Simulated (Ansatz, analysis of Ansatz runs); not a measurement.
# Reproducing a measured local vibrational mode: Ga-H pair in Si, part 2 of 2

Aim: the local vibrational mode of the Ga-H pair in Si, to be set beside the measurement. Set-up: PBE, 64-site cell, measured lattice, 420 eV, k: the single point 1/4 1/4 1/4. The model is a cell of 64 host atoms with Ga put on another atom's site and H put in between. The frequencies come from force constants among the defect atom and its neighbours, with the masses of the isotopes named. The measured lattice removes the functional's error in the volume.

Ansatz 0.2.0; PBE, 64-site cell, measured lattice, 420 eV, k: the single point 1/4 1/4 1/4.

So far: Set-up; Relaxation, charge 0.

### Step 2. Relaxation, charge 0 (continued)

Level of this step: plane-wave PAW DFT, PBE; relaxation of all atoms of a defect supercell (Ansatz).

Step by step:

```csv
step,energy less that of the first step (eV),largest force component (eV/Å)
1,0.0000,1.2538
2,-0.5735,0.3465
3,-0.6210,0.1166
4,-0.6240,0.0411
5,-0.6245,0.0060
6,-0.6245,0.0060
7,-0.6245,0.0090
8,-0.6246,0.0086
9,-0.6260,0.0931
10,-0.6283,0.0865
11,-0.6414,0.1572
12,-0.6462,0.1078
13,-0.6490,0.0829
14,-0.6509,0.0642
15,-0.6520,0.0095
16,-0.6520,0.0095
```

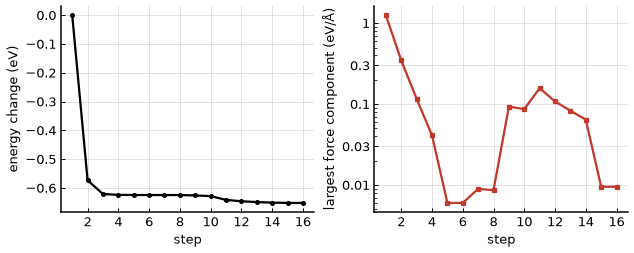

Energy and largest force along the relaxation.

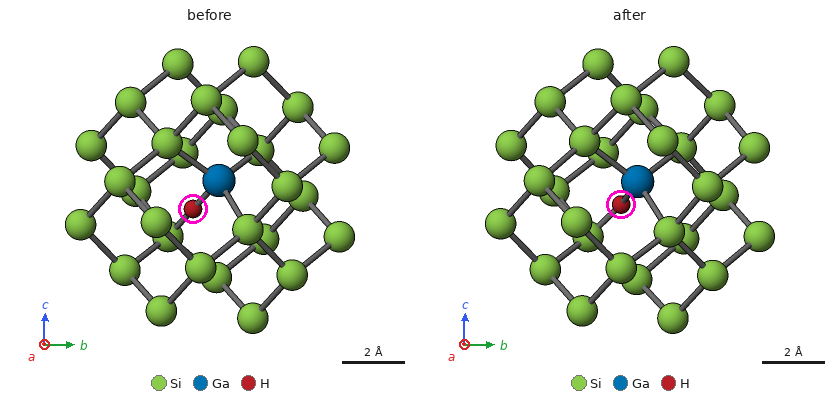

Before and after: the atoms that start within 5 Å of the centre. H65, which moves most, is ringed if it is among them.

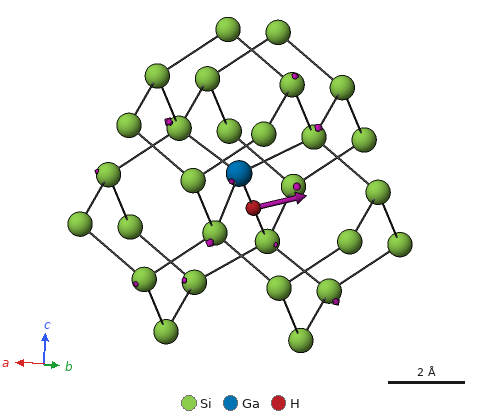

Displacements in the relaxation from the typed sites near the centre, exaggerated, the mean shift taken out; the longest in the cell stands for 0.59 Å.

The atoms that moved most (Å, from the sites as typed, ahead of the random displacement, the mean shift of all atoms taken out):

```csv
atom,dx,dy,dz,length
H65,-0.527,0.200,0.171,0.589
Si42,0.058,-0.089,0.048,0.117
Si49,0.061,0.049,-0.085,0.116
Si27,0.001,0.075,0.076,0.106
Si6,-0.060,-0.003,-0.072,0.093
Si5,-0.056,-0.068,0.000,0.088
Si31,0.008,0.052,0.053,0.075
Ga8,0.018,-0.048,-0.045,0.068
```

Neighbours of the ideal centre at the end:

```csv
atom,distance (Å)
H65,0.866
Ga8,0.958
Si4,2.082
Si27,2.684
Si42,2.691
Si49,2.695
Si7,3.403
Si5,3.492
Si6,3.499
```

Neighbours of the added atoms: H65: Si4 1.55, Ga8 1.72, Si27 2.67 Å.

Read from the output:

```yaml
free_energy: -43853.4359 eV
```

The relaxation ends 10 meV an atom lower than the displaced start, with a largest force component of 0.0095 eV/Å.

### Step 3. Local vibrational modes

A local mode lives on the defect and the atoms next to it, so only the sites listed in the input are displaced, which costs far fewer SCF runs than the whole cell would.

This step: plane-wave PAW DFT, PBE; finite-displacement force constants among the atoms nearest to a defect, the others at rest.

The input, modes/input.yaml:

```yaml
crystal:
  lattice:
    - [10.86192, 0.0, 0.0]
    - [0.0, 10.86192, 0.0]
    - [0.0, 0.0, 10.86192]
  atoms:
    - { symbol: Si, position: [-0.002918757, -0.003782471, 0.248343842] }
    - { symbol: Si, position: [-0.003177651, 0.248237549, -0.004226839] }
[... 1 atom line left out ...]
    - { symbol: Si, position: [0.233629149, 0.235963921, 0.235620819] }
    - { symbol: Si, position: [0.11992173, 0.118784233, 0.374793705] }
    - { symbol: Si, position: [0.119545346, 0.374733037, 0.118144124] }
    - { symbol: Si, position: [0.380525632, 0.125703307, 0.125358716] }
    - { symbol: Ga, position: [0.400663004, 0.394543109, 0.394494323] }
[... 5 atom lines left out ...]
    - { symbol: Si, position: [0.126543393, 0.375858431, 0.624837445] }
[... 6 atom lines left out ...]
    - { symbol: Si, position: [0.126566707, 0.62498192, 0.375618555] }
[... 1 atom line left out ...]
    - { symbol: Si, position: [0.375182819, 0.626053204, 0.122636869] }
[... 3 atom lines left out ...]
    - { symbol: Si, position: [0.250114714, 0.506890491, 0.506722491] }
[... 14 atom lines left out ...]
    - { symbol: Si, position: [0.505378563, 0.241794051, 0.504177118] }
[... 6 atom lines left out ...]
    - { symbol: Si, position: [0.505707009, 0.504496025, 0.24195383] }
[... 15 atom lines left out ...]
    - { symbol: H, position: [0.267987184, 0.334903213, 0.331904689] }
basis:
  ecutwfc: 420
  xc_grid: 2
hamiltonian:
  xc: pbe
kpoints:
  mp_grid: { grid: [1, 1, 1], shift: [0.25, 0.25, 0.25] }
scf:
  occupations: { method: fermi_dirac, width: 0.01 }
  max_iter: 120
output: {}
checkpoint:
  read: "../relax.run"
phonons:
  supercell: [1, 1, 1]
  displaced_sites: [3, 5, 7, 26, 64]
```

Started as:

```
> ansatz run input.yaml --threads 2 --pin off --max-ram 4710MiB --backend cpu --events-out ev --progress --plain --runs-dir out
```

Numbers of over 12 decimals in the logs are rounded to 6 here.

The log of the run:

```text
[...]
Crystal: 65 atoms, lattice volume = 1281.504 Å³
Basis set: ecut = 420 eV, 25173 PW (Γ), exchange–correlation on 150×150×150 points (8 copies of the dense FFT grid, shifted against one another)
Bands: 198, of which v1, the nominal top of the filled ones, is band 133 counted from 1 (132 counted from 0)
Symmetry: 1 space group operations
k-points: 1
[...]
SCF iter   5: F=-43853.435945 eV  HF=-43853.435945 eV  |F-HF|=2.91e-11  |Δ(HF+E_count)|=  1.09e-10  Δρ=4.40e-8  dr2=3.64e-11  ethr=1.00e-12  ⟨swp⟩=4.0  Hψ=648  notcnv=0
SCF 1 converged in 5 iterations: F = -43853.435945 eV  dr2 = 3.64e-11
[...]
SCF 2 converged in 8 iterations: F = -43853.435911 eV  dr2 = 2.19e-12
[...]
SCF 3 converged in 8 iterations: F = -43853.435895 eV  dr2 = 1.37e-12
[...]
symmetry images taken by strict's conditions (phonons.symmetry_images: auto; settled by no image being taken that strict refuses)
  force constants formed among 5 of 65 sites (Si 3, Si 5, Ga 7, Si 26, H 64); the other 60 at rest. The modes move the named sites alone.
  the frequencies, the zero-point energy and the sums are of the block with the acoustic sum rule laid on its rows. Row sums over every site: 7.1e-5 eV/Å² at the most
  transpose residual: 5.5e-5 eV/Å²
  largest component of a force at the reference: 8.2e-3 eV/Å on a named site, 9.5e-3 eV/Å on a site at rest
  frequencies among the named sites at Γ of the cell (cm⁻¹): 97.53 167.76 184.87 227.74 253.34 284.89 351.23 356.65 366.81 384.28 388.58 391.40 472.71 840.31 1985.15
  unstable modes among the named sites: 0
  frequencies as built, with no sum rule (cm⁻¹): 97.53 167.76 184.87 227.74 253.34 284.90 351.23 356.65 366.81 384.28 388.58 391.40 472.71 840.31 1985.15
  zero-point energy: 0.418648 eV/cell   skipped modes (ω ≤ 0): 0
  not written: the harmonic force-constant file, the file of eigenvectors (these modes' are written with the force constants), the density of states and the dispersion, which are of every site
[key lines of the parts left out:]
SCF converged after 5 iterations
Free energy (F): -43853.435945 eV
Fermi energy:    6.575926 eV
```

Elapsed: 9.5 min, on 2 threads of Arm Neoverse V2, shared host; peak memory 1.7 GiB; 19 min of CPU time.

In the SCF lines HF is the Harris–Foulkes energy and dr2 the Hartree energy of the density residual, in eV; the loop may stop once dr2 is under the threshold and the program's other checks hold. Hψ counts applications of the Hamiltonian.

Read from the output:

* free energy: -43853.4359 eV

The modes with the largest weight on the probed atoms (the light atom of a pair), for the masses of each isotope. Modes of the displaced atoms (local only where they lie over the host's phonons):

```csv
isotopes,mode (cm⁻¹),share of the defect atoms
H,1985,0.982
H,840.4,0.913
H,284.9,0.673
D,1418,0.962
D,621.4,0.82
D,200.4,0.698
```

### Step 4. Summary of results

```yaml
distance_from_the_defect_atom_to_its_nearest_neighbour: 1.545 Å
si_h_stretch_1h: 1985 cm⁻¹
time_of_the_whole_chain: 13 min on 2 threads
```

What this shows: Si-H stretch, 1H: computed 1985 cm⁻¹, measured 2171 cm⁻¹; 186 cm⁻¹ (9 %) below the measurement. The computed value is harmonic, while the measured line is the anharmonic fundamental, which for X–H stretches usually lies a few per cent lower. Only the named neighbours move, so modes near the host's band are approximate.

[Logs are printed without paths, hosts, clocks, repeated set-up lines and the standing remarks that a program may print on its own settings, such as how far it seeks lower states.]

[Hosts, paths, dates, database ids (printed as entryN), source tags and the programs' standing remarks are cut or masked in the printed files.]

[For some hosts the program warned that the k-mesh of the response run may be too coarse for force constants and the static dielectric constant; such warnings are not shown here.]
